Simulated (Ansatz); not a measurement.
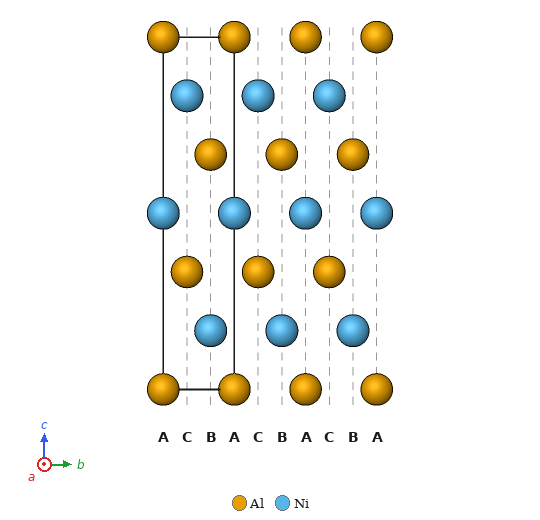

The picture looks along a close-packed row of the hexagonal mesh; c points upwards. The dashed lines mark the three columns A (0, 0), B (1/3, 2/3) and C (2/3, 1/3). The sequence starts with the first layer at or above the cell's origin.

The compound is AlNi, taken as the input geometry of an electronic-structure calculation (not necessarily at equilibrium).

### Read off the stacking sequence over one period.

Al(A) – Ni(B) – Al(C) – Ni(A) – Al(B) – Ni(C) (six layers in 11.71 Å).

### Taking all atoms as equal spheres, what packing is it?

As equal spheres, ABCABC: cubic close packing.
